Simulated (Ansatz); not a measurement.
System: ZrS.

```
CELL_PARAMETERS angstrom
2.62500 2.62500 0.00000
2.62500 -2.62500 0.00000
0.00000 0.00000 -5.25000
ATOMIC_POSITIONS crystal
Zr 0.50000 0.50000 0.52381
Zr 0.00000 0.00000 0.02381
S 0.00000 0.00000 0.50000
S 0.50000 0.50000 0.00000
```

Space group I4mm; changed on purpose from its base cell (all Zr atoms moved +0.125 Å, as atom 1 towards its neighbour atom 2 (S) at 2.625 A); not relaxed (largest force 0.6 eV/Å); computed pressure about −6 GPa in this cell.

Theory: Ansatz 0.2.0, DFT PBEsol, scalar-relativistic, plane waves, PAW.

**What can the converged valence pseudo-density and electron localisation function tell about the bonding?**

Zr–S (2.50 Å): ρ at the midpoint is about 0.44 e/Å³; the ELF peaks at about 0.85 in the valence shell of S, 0.8 Å from its nucleus, and is about 0.30 at the midpoint; no localised pair shows between them.
Zr–S (2.63 Å): ρ is about 0.34 e/Å³ halfway; the ELF peaks at about 0.85 in the valence shell of S, 0.8 Å from its nucleus, and is about 0.25 at the midpoint; no shared electron pair shows on this line.
Zr–S (2.75 Å): the density is about 0.26 e/Å³ at the midpoint; the ELF peaks at about 0.80 in the valence shell of S, 0.8 Å from its nucleus, and is about 0.20 at the midpoint: no shared electron pair shows on this line.

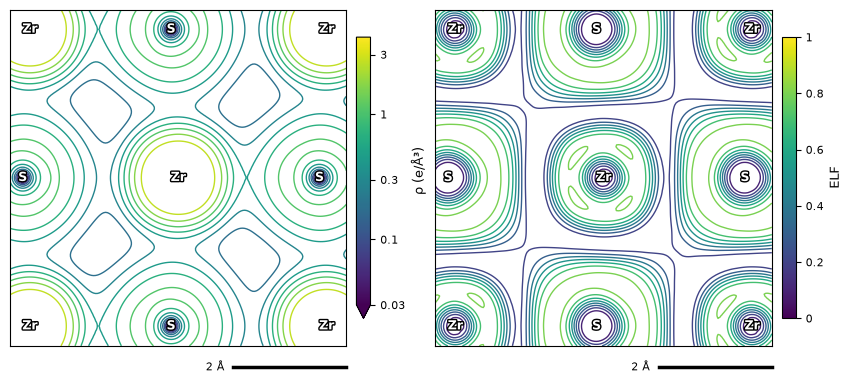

Computed valence pseudo-density and electron localisation function on the (11̄0) plane of the conventional cell, in this order. 
